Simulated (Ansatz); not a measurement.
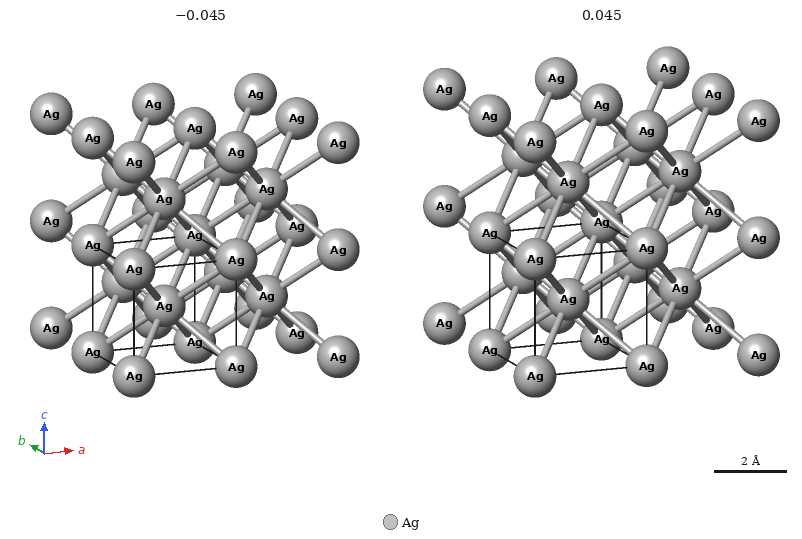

Solid Ag (set up in Im-3m), under equal strain along all axes (cell held, atoms fixed by symmetry), with energies (extrapolated to zero smearing) counted from the relaxed crystal, which is the row at zero. The picture shows the first and the last member. A ball-and-stick model of the cell of the calculation, repeated 2 × 2 × 2 with one cell outlined, seen slightly off an axis.

Computed with Ansatz 0.2.0: DFT PBEsol, scalar-relativistic, plane waves, PAW. Set-up: plane-wave cutoff 420 eV; k-point mesh 16 × 16 × 16; occupations gaussian; smearing width 0.1 eV; no spin polarisation.

```csv
strain,energy (meV/atom),a (Å)
−0.045,136.67,3.080
−0.03,56.30,3.128
−0.015,13.01,3.177
0.0,0.00,3.225
0.015,11.42,3.273
0.03,?,?
0.045,89.38,3.370
```

Estimate the missing row from the others, and compare with the calculation.

A parabola through three neighbouring rows (0.0, 0.015, 0.045) gives, with Lagrange weights, (−0.3333)(0.00) + (1.0000)(11.42) + (0.3333)(89.38) = 41.21 meV/atom. The calculation gives 42.46 meV/atom (a = 3.322 Å). The estimate is 1.25 meV/atom too low. From the first member to the last: Ag–Ag 2.667 → 2.919 Å.

The whole series:

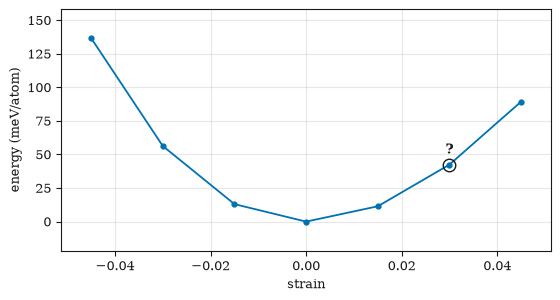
